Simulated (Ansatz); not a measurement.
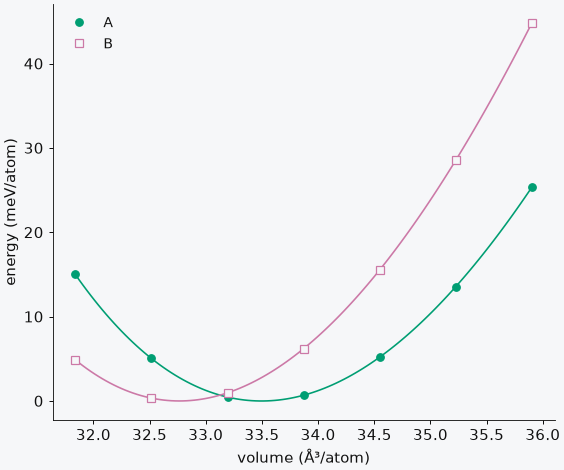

The figure compares two calculations of the energy against volume, each curve from its own zero. The first is for Bi₂Te₃, space group R-3m (No. 166).

The cell holds 5 atoms.

Method: all-electron LAPW DFT, no spin polarisation; energies at scaled volumes of the given cell, shape and fractions fixed, counted from the fit's minimum, third-order Birch-Murnaghan fit (Ansatz 0.2.0). Level: LDA.

k mesh 7×7×7; occupations Fermi–Dirac; smearing width 0.05 eV; potentials all electron LAPW, scalar relativistic; program settings basis error eV/atom 0.002.

In the second, the level changes from LDA to PBEsol.

Which of A and B is the second calculation, and what did the change do?

Answer. A. The equilibrium volume rises from 32.77 to 33.50 Å³/atom (+2.2 %) and the bulk modulus falls from 56.6 to 53.4 GPa (−5.7 %).

For both, limits of the calculation: spin-orbit coupling left out, heavy elements; shape and atomic fractions are frozen while scaling, which makes layered, chain and framework solids too stiff.

V0 and the bulk modulus come from third-order Birch–Murnaghan fits.
